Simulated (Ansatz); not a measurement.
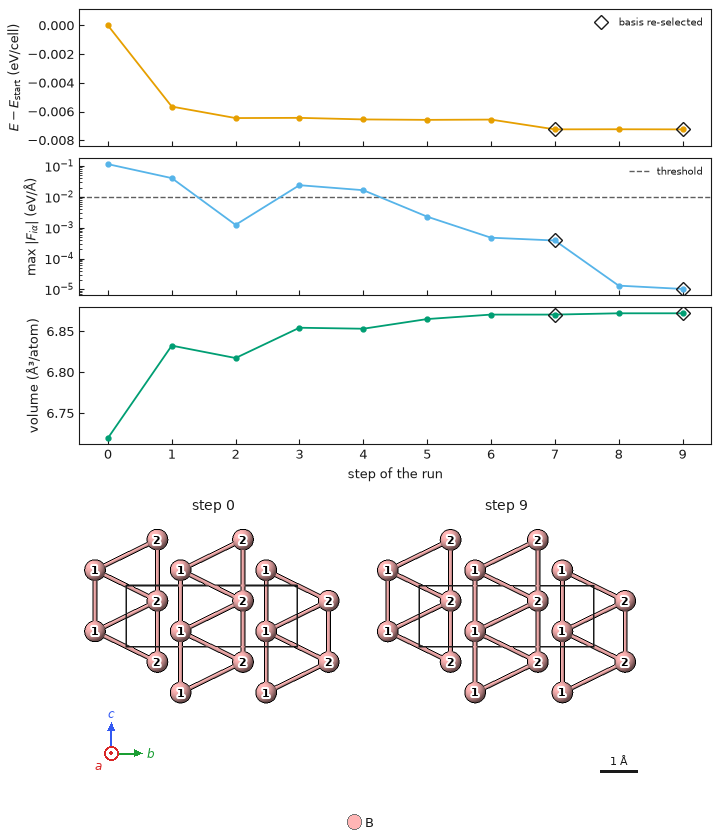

First and last geometry of a relaxation of crystalline B (built on the Bi_12 type), with the history of the run. A ball-and-stick model of the conventional cell (2 times the calculation's cell), seen along the a axis. Lengths and directions refer to the drawn axes.

Case: Bi type (C2/m, No. 12).

These are results of DFT PBE, scalar-relativistic, plane waves, PAW in Ansatz, not measurements.

Input file:
```yaml
crystal:
  lattice:
    - [1.7433428043, -2.322053497, 0.0]
    - [1.7433428043, 2.322053497, 0.0]
    - [0.0, 0.0, 1.6599066396]
  atoms:
    - { symbol: B, position: [0.682248628, 0.317751372, 0.25] }
    - { symbol: B, position: [0.317751372, 0.682248628, 0.75] }
basis:
  ecutwfc: 420
kpoints:
  mp_grid: { grid: [20, 20, 32] }
hamiltonian:
  xc: pbe
scf:
  occupations: { method: gaussian, width: 0.1 }
output:
  forces: true
  stress: true
  eigenvalues: true
relax:
  adjacent_minimum: "off"
  f_tol: 0.01
  max_steps: 80
  cell: { stress_tol: 0.05 }
```

Question: Read the history and describe the run.

Answer: It converged. The largest moves relative to the cell, 0.012 Å, are those of B1 and B2. B2 goes along −b. Cell: a 3.487 → 3.506 Å (+0.6 %), b 4.644 → 4.736 Å (+2.0 %), c 1.660 → 1.656 Å (−0.3 %). Volume +2.3 %. Some distances before and after: B1–B2 1.885 → 1.893 Å, B1–B1 1.660 → 1.656 Å. The space group stays Cmcm (No. 63). After 7 accepted moves (9 points after the start) the energy has fallen by 7.2 meV per cell of the calculation. The largest force component goes from 0.12 to under 0.0001 eV/Å. Pressure: 1.86 GPa at the start and 0.00 GPa at the end. The SCF was repeated twice at an unchanged geometry on a basis and grid sized afresh for the cell, which shifted the energy by 0.7 meV per cell of the calculation at most.
